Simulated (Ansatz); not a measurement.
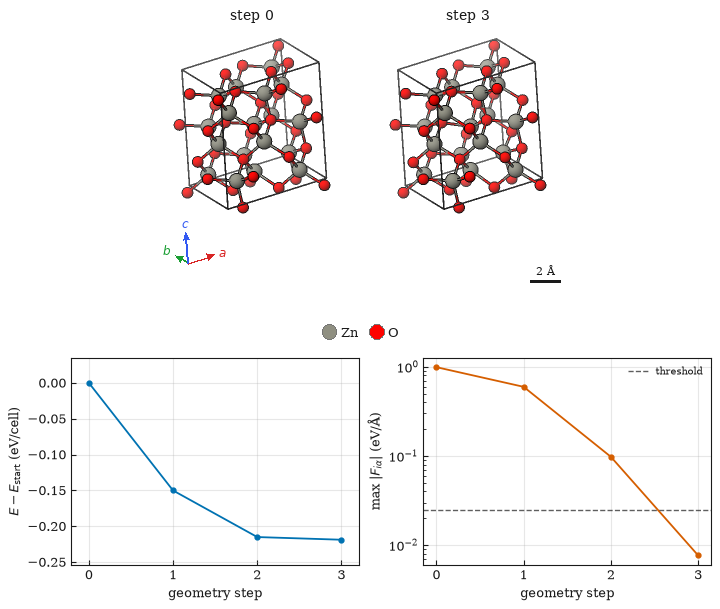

First and last geometry of a relaxation of a defect cell of composition Zn18O17, with the history of the run. The picture is a ball-and-stick view of the cell of the calculation, reduced to other axes (origin shifted), seen slightly off an axis. Lengths and directions refer to the drawn axes.

Case: O vacancy (site b), charge +0, atoms relaxed at the host's cell.

All numbers below come from Ansatz, DFT PBE, scalar-relativistic, plane waves, PAW. Settings: plane-wave cutoff 420 eV; k-point mesh 2 × 2 × 2; occupations gaussian; smearing width 0.01 eV; mesh shifted by (0.5, 0.5, 0.5); no spin polarisation; atoms relaxed in a fixed cell; force threshold 0.025 eV/Å; at most 45 steps.

### Did the run converge, and what did it change?

It converged. The atom that moves furthest is a Zn atom (0.18 Å roughly along [1 1 −3]). Largest moves by element: Zn 0.18 Å, O 0.06 Å. The cell doesn't change. Some distances before and after: O–Zn 1.931 → 2.027 Å, O–Zn 2.101 → 2.029 Å, O–Zn 1.989 → 2.026 Å, O–Zn 2.058 → 2.027 Å. Bond angles that change, for instance: O–Zn–O 109.1° → 104.1°, Zn–O–Zn 109.8° → 114.8°, O–Zn–O 110.5° → 105.7°. After 3 geometry steps the energy has fallen by 0.219 eV per cell of the calculation. Largest force component: 0.99 eV/Å at the start, 0.0076 eV/Å at the end.

Limits of the set-up: the periodic images lie only 7.8 Å apart, so the values are limited by the cell's size.
